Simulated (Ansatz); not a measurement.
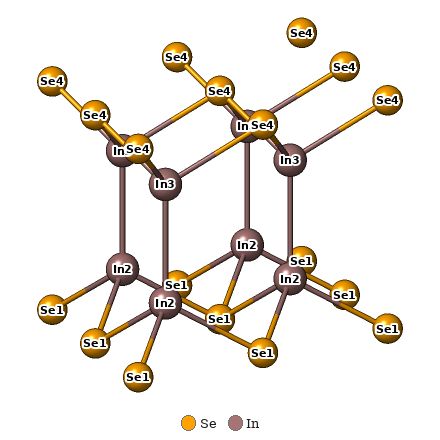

Two computed energy maps of cells of InSe. The picture above is the structure of the first map.

Map 1

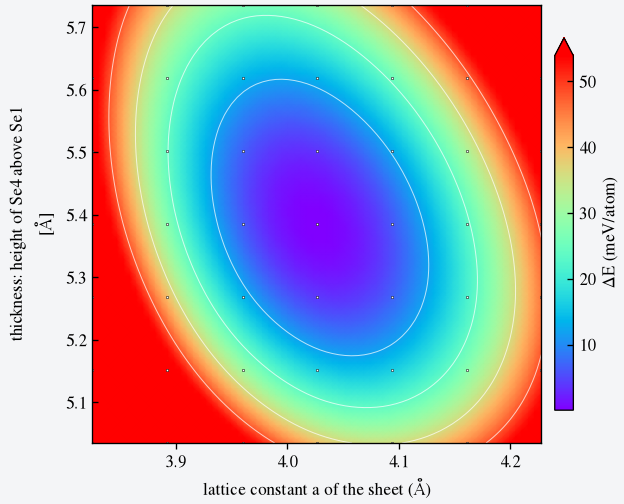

A two-dimensional sheet of InSe (4 atoms in the cell). The lattice constant and the thickness of a sheet are varied, nothing relaxed. The first coordinate is: lattice constant a of the sheet (both vectors scaled alike); the second: thickness: height of Se4 above Se1, all heights scaled alike. The grid has 7 × 7 points. Points are written as (first, second). All energies are given in meV/atom relative to the lowest grid point. These are results of DFT PBE+D3(BJ), scalar-relativistic, plane waves, PAW (Ansatz 0.2.0), not measurements. Settings: cutoff 420 eV, k-mesh 9×9×1, gaussian smearing 0.02 eV, no spin polarisation.

Drawn: a smooth colour map with a few white contour lines, dots at the grid points, one colour for all values above the top of the scale. Between grid points the surface is interpolated.

Map 2

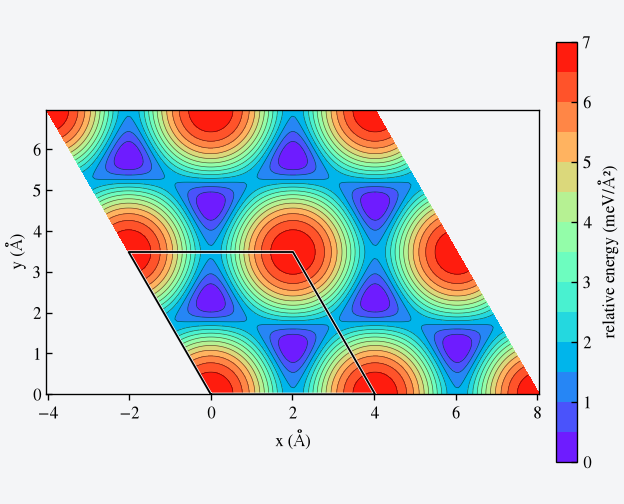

A bilayer of two InSe sheets (8 atoms in the cell). The upper layer of a bilayer is slid over the lower one; relaxed at each slide: the heights of all atoms; the origin of the map has Se5 above Se4. Places are given modulo a cell vector. The map is drawn in real space over the plane of the slide. The grid has 9 × 9 points; 12 points were computed and 69 follow by symmetry. All energies are given in meV/Å² relative to the lowest grid point. Level of theory: Ansatz, DFT PBE+D3(BJ), scalar-relativistic, plane waves, PAW. Settings: cutoff 420 eV, k-mesh 9×9×1, gaussian smearing 0.05 eV, no spin polarisation.

Drawn: filled contours, the outline of one cell of the 2 × 2 shown. Between grid points the surface is interpolated.

> Summarise the maps one by one.

Map 1: The lowest grid point is at (4.027 Å, 5.386 Å). No other kind of well shows on this grid. The highest grid point, (3.825 Å, 5.035 Å), lies 147 meV/atom above the lowest. Round the minimum the valley is somewhat tilted: raising the first coordinate shifts the best value of the second coordinate downwards (coupling k₁₂/√(k₁₁k₂₂) about 0.3).
Map 2: The lowest grid point is at (3/9, 6/9) of the cell vectors; the map holds 2 wells of about this depth. No other kind of well shows on this grid. The highest grid point, (0/9, 0/9) of the cell vectors, lies 6.97 meV/Å² above the lowest. On the interpolated surface the easiest way out of the lowest well to a well of about the same depth near (6/9, 3/9) of the cell vectors passes a barrier of about 1.5 meV/Å². Facing atoms of the upper layer at the lowest point: Se above a hollow, the In behind them above Se; at the highest: Se above Se, the In behind them above In. The relaxed distance between the facing planes is 2.96 Å at the lowest and 3.72 Å at the highest point.
